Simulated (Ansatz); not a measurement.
# Run report: FePt, single-point calculation

System: FePt (P4/mmm, 2 atoms in the cell).
Method: DFT LDA, scalar-relativistic, plane waves, PAW (Ansatz 0.2.0).

The structure derives from an entry of the Crystallography Open Database. It belongs to a series of runs on one base structure; here: flat spin spiral, q = 0.25 X.

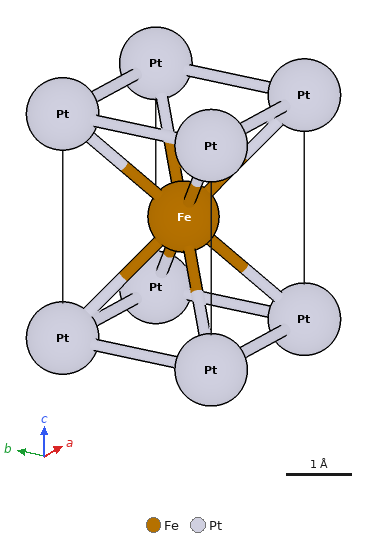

Figure 1. The structure as given in the input (ball-and-stick view of the cell of the calculation, seen at an oblique angle). An atom can appear more than once, as a periodic image.

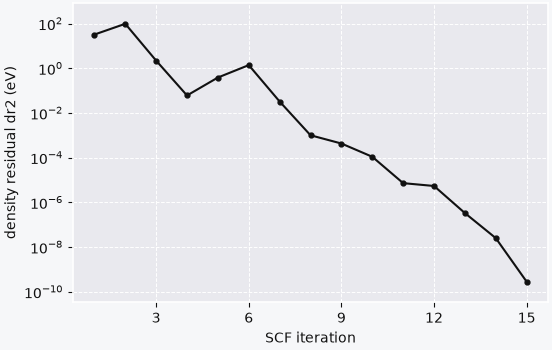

Figure 2. Convergence of the self-consistent field: density residual dr2 against the SCF iteration. The residual falls unevenly and jumps up by a factor of two or more 3 times on the way down.

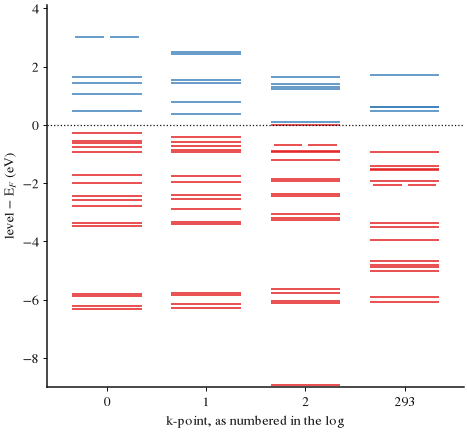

Figure 3. Kohn–Sham levels near the Fermi level (dotted) at the few k-points that the log prints; levels within 0.02 eV of each other stand side by side. The system is metallic on the full mesh.

The input that produced these results follows, with the program's output.

### Input file
```yaml
crystal:
  lattice:
    - [2.7216546016, 0.0, 0.0]
    - [0.0, 2.7216546016, 0.0]
    - [0.0, 0.0, 3.7000008167]
  atoms:
    - { symbol: Fe, position: [0.5, 0.5, 0.5], spin: 3.15, spin_axis: [1.0, 0.0, 0.0] }
    - { symbol: Pt, position: [0.0, 0.0, 0.0] }
basis:
  ecutwfc: 420
  ecutrho_ratio: 4
kpoints:
  mp_grid: { grid: [12, 12, 10] }
hamiltonian:
  xc: lda
scf:
  occupations: { method: gaussian, width: 0.05 }
output:
  forces: true
  stress: false
  eigenvalues: true
  populations: true
magnetization:
  noncollinear: true
  spin_orbit: false
  spin_spiral: { q: [0.0, 0.125, 0.0] }
```

Launched with:
```bash
ansatz run input.yaml --threads 4 --pin off --max-ram 9216MiB --backend cpu --events-out ev --progress --plain --runs-dir out
```

### Output
```
Engine: ansatz 0.2.0, aarch64-unknown-linux-gnu
Pseudopotentials: kind: paw
Pseudopotential: Fe, paw, valence charge 16, recommended cutoff 420 eV (normal), Fe.paw.azcp
Pseudopotential: Pt, paw, valence charge 18, recommended cutoff 420 eV (normal), Pt.paw.azcp
Functional definition: SPW92
  exchange = slater_x
  correlation = pw_c
Crystal: 2 atoms, lattice volume = 27.407 Å³
Basis set: ecut = 420 eV, 545 PW (Γ)
Bands: 42, of which v1, the nominal top of the filled ones, is band 34 counted from 1 (33 counted from 0)
Symmetry: 4 space group operations
k-points: 294 of 1440
Spin spiral: q = (0, 0.125, 0) of the reciprocal vectors; moments are told in the frame that turns with it, a site's in that at the site
Non-local potential: Fe, projectors of the file, l = 0: 3, l = 1: 2, l = 2: 3, l = 3: 1
Non-local potential: Pt, projectors of the file, l = 0: 3, l = 1: 2, l = 2: 2, l = 3: 1
PAW form: soft (Blöchl's): semilocal exchange-correlation on the pseudo side does not see the compensation charge
PAW frozen core: Fe, regenerated for the run's functional, and the local potential with it (the file was generated under x = pbe(κ = 0.804, μ = 0.2195149727645171), c = pbe(β = 0.06672455060314922))
PAW frozen core: Pt, regenerated for the run's functional, and the local potential with it (the file was generated under x = pbe(κ = 0.804, μ = 0.2195149727645171), c = pbe(β = 0.06672455060314922))
PAW one-centre angular grid: Fe, 590 points (default); XC on 64 Gauss nodes
PAW one-centre angular grid: Pt, 590 points (default); XC on 64 Gauss nodes
Initial density: superposition of atomic densities (chi_scale 0.1, normalization cell)
Starting moments: Σ|m| = 3.15 μB on 1 of 2 sites
Initial wavefunctions: pseudopotential atomic-orbital guess
Functional: x = slater, c = lda
SCF iter   1: F=—  HF=-16667.588699 eV  |F-HF|=—  |Δ(HF+E_count)|=         —  Δρ=2.69e-1  dr2=3.22e1  dr2_m=2.41e0  ethr=3.10e-3  |M|=1.68e0 ∫|m|=1.79e0 μB  |m|>n=0.0e0 m-floor=0.0e0 τ_xc=6.1e-18  β_m=0.30  ⟨swp⟩=6.2  Hψ=43156  notcnv=0  defer=2
preconditioner: auto → none  [metal: Δε(μ)=0.001 eV  Ē_g=6.677 eV  σ=0.050 eV  W_gap=0.01  n_scr=6 (ndim 8)  ℏωp=30.1 eV  f_vac=0.000  D(μ)=3.14/eV (n_scr^D=36)]
SCF iter   2: F=—  HF=-16677.857198 eV  |F-HF|=—  |Δ(HF+E_count)|=    1.03e1  Δρ=5.61e-1  dr2=9.75e1  dr2_m=1.62e0  ethr=3.10e-3  |M|=1.82e0 ∫|m|=1.91e0 μB  |m|>n=0.0e0 m-floor=0.0e0 τ_xc=3.6e-18  β_m=0.30  ⟨swp⟩=4.1  Hψ=33718  notcnv=0  defer=581
SCF iter   3: F=—  HF=-16665.290217 eV  |F-HF|=—  |Δ(HF+E_count)|=    1.26e1  Δρ=8.74e-2  dr2=2.19e0  dr2_m=4.82e-1  ethr=3.10e-3  |M|=3.06e0 ∫|m|=3.12e0 μB  |m|>n=0.0e0 m-floor=0.0e0 τ_xc=3.3e-18  β_m=1.00  ⟨swp⟩=4.0  Hψ=30548  notcnv=0  defer=630
SCF iter   4: F=—  HF=-16665.006624 eV  |F-HF|=—  |Δ(HF+E_count)|=   2.84e-1  Δρ=2.26e-2  dr2=6.04e-2  dr2_m=5.39e-3  ethr=3.10e-3  |M|=3.03e0 ∫|m|=3.13e0 μB  |m|>n=0.0e0 m-floor=0.0e0 τ_xc=4.8e-18  β_m=0.30  ⟨swp⟩=2.0  Hψ=16434  notcnv=0  defer=644
SCF iter   5: F=—  HF=-16665.121631 eV  |F-HF|=—  |Δ(HF+E_count)|=   1.15e-1  Δρ=3.36e-2  dr2=3.84e-1  dr2_m=1.18e-2  ethr=1.78e-4  |M|=2.96e0 ∫|m|=3.07e0 μB  |m|>n=0.0e0 m-floor=0.0e0 τ_xc=4.3e-18  β_m=0.30  ⟨swp⟩=2.3  Hψ=21726  notcnv=0  defer=678
Mixer restart at iter 5: flushing history
spin-set hold released at iteration 5 (site moments contracting): the magnetisation degrees of freedom join the quasi-Newton model from the next iteration; the mixer history was flushed
SCF iter   6: F=—  HF=-16665.271695 eV  |F-HF|=—  |Δ(HF+E_count)|=   1.50e-1  Δρ=6.41e-2  dr2=1.38e0  dr2_m=4.08e-2  ethr=1.78e-4  |M|=3.19e0 ∫|m|=3.29e0 μB  |m|>n=0.0e0 m-floor=0.0e0 τ_xc=4.2e-18  β_m=0.16  ⟨swp⟩=3.7  Hψ=25989  notcnv=0  defer=678  recentre
SCF iter   7: F=—  HF=-16665.124639 eV  |F-HF|=—  |Δ(HF+E_count)|=   1.47e-1  Δρ=1.02e-2  dr2=3.23e-2  dr2_m=3.01e-3  ethr=1.78e-4  |M|=3.02e0 ∫|m|=3.13e0 μB  |m|>n=0.0e0 m-floor=0.0e0 τ_xc=4.2e-18  β_m=0.11  ⟨swp⟩=3.0  Hψ=26716  notcnv=0  defer=656
SCF iter   8: F=—  HF=-16665.146803 eV  |F-HF|=—  |Δ(HF+E_count)|=   2.22e-2  Δρ=6.58e-3  dr2=1.00e-3  dr2_m=3.06e-3  ethr=9.50e-5  |M|=3.06e0 ∫|m|=3.17e0 μB  |m|>n=0.0e0 m-floor=0.0e0 τ_xc=4.3e-18  β_m=0.27  ⟨swp⟩=2.0  Hψ=13930  notcnv=0  defer=666
SCF iter   9: F=—  HF=-16665.179188 eV  |F-HF|=—  |Δ(HF+E_count)|=   3.24e-2  Δρ=3.56e-3  dr2=4.27e-4  dr2_m=8.22e-4  ethr=2.95e-6  |M|=3.10e0 ∫|m|=3.23e0 μB  |m|>n=0.0e0 m-floor=0.0e0 τ_xc=4.2e-18  β_m=0.42  ⟨swp⟩=2.1  Hψ=22791  notcnv=0  defer=666
SCF iter  10: F=—  HF=-16665.180476 eV  |F-HF|=—  |Δ(HF+E_count)|=   1.29e-3  Δρ=1.67e-3  dr2=1.09e-4  dr2_m=1.80e-4  ethr=1.26e-6  |M|=3.12e0 ∫|m|=3.25e0 μB  |m|>n=0.0e0 m-floor=0.0e0 τ_xc=4.4e-18  β_m=0.68  ⟨swp⟩=2.0  Hψ=21172  notcnv=0  defer=666
SCF iter  11: F=—  HF=-16665.180544 eV  |F-HF|=—  |Δ(HF+E_count)|=   6.86e-5  Δρ=1.98e-4  dr2=7.19e-6  dr2_m=1.72e-6  ethr=3.20e-7  |M|=3.12e0 ∫|m|=3.26e0 μB  |m|>n=0.0e0 m-floor=0.0e0 τ_xc=4.4e-18  β_m=0.68  ⟨swp⟩=2.5  Hψ=20113  notcnv=0  defer=666
SCF iter  12: F=—  HF=-16665.180541 eV  |F-HF|=—  |Δ(HF+E_count)|=   3.20e-6  Δρ=1.60e-4  dr2=5.37e-6  dr2_m=4.58e-7  ethr=2.12e-8  |M|=3.12e0 ∫|m|=3.26e0 μB  |m|>n=0.0e0 m-floor=0.0e0 τ_xc=4.4e-18  β_m=0.57  ⟨swp⟩=2.0  Hψ=21303  notcnv=0  defer=666
SCF iter  13: F=—  HF=-16665.180540 eV  |F-HF|=—  |Δ(HF+E_count)|=   1.35e-6  Δρ=4.29e-5  dr2=3.29e-7  dr2_m=6.23e-8  ethr=1.58e-8  |M|=3.12e0 ∫|m|=3.26e0 μB  |m|>n=0.0e0 m-floor=0.0e0 τ_xc=4.5e-18  β_m=0.66  ⟨swp⟩=2.0  Hψ=16569  notcnv=0  defer=666
iter 14 met the thresholds in force, and the SCF goes on: an eigenvalue changes by 0.92 meV, over its tolerance of 0.50 meV (output.eigenvalues, Limitations)
SCF iter  14: F=-16665.180540 eV  HF=-16665.180540 eV  |F-HF|=2.00e-8  |Δ(HF+E_count)|=   1.90e-8  Δρ=1.10e-5  dr2=2.49e-8  dr2_m=7.12e-9  ethr=2.94e-10  |M|=3.12e0 ∫|m|=3.26e0 μB  |m|>n=0.0e0 m-floor=0.0e0 τ_xc=4.4e-18  β_m=0.67  ⟨swp⟩=10.4  Hψ=55836  notcnv=0
SCF iter  15: F=-16665.180540 eV  HF=-16665.180540 eV  |F-HF|=1.53e-10  |Δ(HF+E_count)|=   1.34e-9  Δρ=1.58e-6  dr2=2.79e-10  dr2_m=1.62e-10  ethr=7.31e-11  |M|=3.12e0 ∫|m|=3.26e0 μB  |m|>n=0.0e0 m-floor=0.0e0 τ_xc=4.4e-18  ⟨swp⟩=3.0  Hψ=38632  notcnv=0
SCF 1 converged in 15 iterations: F = -16665.180540 eV  dr2 = 2.79e-10
  greatest PAW one-centre occupation: 1.001 electrons in one spin orbital (limit 2), on the Fe atom at site 0 (counted from 0), in its partial waves of l = 1
SCF converged after 15 iterations
an eigenvalue changed by more than its tolerance at an iteration that met the thresholds in force, so the SCF went on 1 time: the last check found none over its tolerance
Magnetization: |M| = 3.1209 μB,  M = (+3.1209, +0.0000, +0.0000) μB
Absolute magnetization: 3.2571 μB (∫|m|, with the PAW one-centre terms)
  site 0: m = (+2.8263, +0.0000, +0.0000) μB, |m| = 2.8263 μB  (R = 1.10 Å)
  site 1: m = (+0.3381, -0.0000, +0.0000) μB, |m| = 0.3381 μB  (R = 1.10 Å)
Free energy (F): -16665.180540 eV
Harris-Foulkes:  -16665.180540 eV  (|F-HF|=1.53e-10)
Internal energy: -16665.178408 eV  (E = F + TS)
E sigma→0 (E₀):  -16665.179474 eV
Entropy (-TS):   -0.002132 eV (-1.066 meV/atom)
Fermi energy:    20.341645 eV
--- Per-component energies (eV) ---
  E_band       = -371.650962
  E_kinetic    = 985.517688
  E_local      = -3641.438253  (includes V_loc(G=0)·N_el)
  E_nonlocal   = 432.283559
  E_hartree    = 1450.441681
  E_xc         = -376.805567
  E_vxc        = -453.386676  (∫ρ·V_xc dr)
  E_paw        = -10484.556661  (= ΣΔE_a)
  E_vpaw       = -595.511656  (= ΣTr[D̂ρ^β])
  E_aug_tail   = 0.000978  (compensation charges beyond the density's cutoff)
  E_ewald      = -5031.487238
  E_core_change = 0.865405  (= ΣΔE_core)
  E_smearing   = -0.002132  (= −TS)
  E_closure    = 0.000000  (closes the sum)
  Σ components = -16665.180540   (vs F -16665.180540, Δ=0.00e0)
--- Forces (eV/Å), atoms counted from 1 ---
  atom   1  Fe     0.00000000    -0.00000000     0.00000000
  atom   2  Pt     0.00000000    -0.00000000     0.00000000
  max |Σ_I F_I| component: 5.72e-9 eV/Å
--- Band table (eV; the first three rows and the last of 294) ---
  k-point 0: bands = ["-78.4975", "-78.2974", "-67.5531", "-64.4316", "-34.1121", "-33.8875", "-33.8557", "-32.5721", "-32.5125", "-32.4831", "-32.3839", "-32.2919", "-32.2579", "-30.9790", "-30.8703", "-30.8467", "10.6873", "10.9192", "14.0086", "14.1400", "14.4769", "14.5356", "16.8738", "16.9599", "17.5514", "17.7613", "17.9021", "18.3407", "18.6298", "19.3985", "19.5781", "19.7335", "19.7810", "20.0457", "20.8041", "21.3941", "21.7898", "21.9785", "23.3404", "23.3549", "30.1255", "30.7823"]
  k-point 1: bands = ["-78.4974", "-78.2973", "-67.5531", "-64.4316", "-34.1105", "-33.8871", "-33.8553", "-32.5750", "-32.5130", "-32.4835", "-32.3822", "-32.2914", "-32.2574", "-30.9819", "-30.8707", "-30.8472", "10.8129", "11.0427", "14.0638", "14.1772", "14.5051", "14.5844", "16.9234", "17.0077", "17.4692", "17.8126", "17.9190", "18.3832", "18.5735", "19.4118", "19.4859", "19.6297", "19.7452", "19.9253", "20.7268", "21.1411", "21.7774", "21.8692", "22.7812", "22.8537", "30.8571", "31.3061"]
  k-point 2: bands = ["-78.4974", "-78.2973", "-67.5531", "-64.4316", "-34.1064", "-33.8862", "-33.8542", "-32.5826", "-32.5143", "-32.4846", "-32.3777", "-32.2900", "-32.2561", "-30.9895", "-30.8719", "-30.8485", "11.1743", "11.3965", "14.2111", "14.2827", "14.5792", "14.7184", "17.0718", "17.1509", "17.2879", "17.8991", "17.9715", "18.4239", "18.4991", "19.1363", "19.3983", "19.4389", "19.6452", "19.6561", "20.3446", "20.4478", "21.5880", "21.6521", "21.7361", "21.9857", "32.2100", "32.3174"]
  k-point 293: bands = ["-78.4694", "-78.2693", "-67.5353", "-64.4116", "-34.0772", "-33.9649", "-33.9419", "-32.7685", "-32.7649", "-32.5456", "-32.5400", "-32.5304", "-32.3082", "-30.9877", "-30.9694", "-30.9545", "14.2574", "14.4443", "15.3361", "15.4550", "15.5320", "15.6682", "16.3762", "16.8276", "16.9618", "18.2752", "18.2915", "18.4036", "18.7792", "18.8205", "18.9406", "19.4241", "20.8162", "20.9379", "20.9663", "22.0607", "26.5423", "26.9125", "27.0894", "27.6526", "27.7076", "27.7360"]
--- Löwdin populations: 2 sites ---
  site symbol       q [e]
     0     Fe     15.6264
     1     Pt     17.9956
  spilling = 0.011118 (of n_electrons = 34.000000)
```

### File populations.tsv
```
# site	symbol	l	j	q
# orbitals = lowdin
# n_electrons = 34.000000
# spilling = 0.011118
0	Fe	0_3S	-	1.990898
0	Fe	0_4S	-	0.885126
0	Fe	1_3P	-	5.998326
0	Fe	2_3D	-	6.752082
1	Pt	0_5S	-	1.981470
1	Pt	0_6S	-	1.065824
1	Pt	1_5P	-	5.995759
1	Pt	2_5D	-	8.952510
```

### Key numbers

```csv
quantity,value
outcome,converged
space group (tolerance 0.01 Å),P4/mmm (123)
electrons treated,34
free energy,−16665.1805 eV
Fermi energy,20.342 eV
gap on the k-point mesh,none (metallic)
net moment of the cell,3.12 μB
integrated absolute moment,3.26 μB
largest force (length of the vector),under 0.001 eV/Å
hardware,"4 threads of Arm Neoverse V1, 24 GiB of memory available, shared host"
wall time,56 s (CPU time 3.7 min)
peak memory,0.81 GiB
```
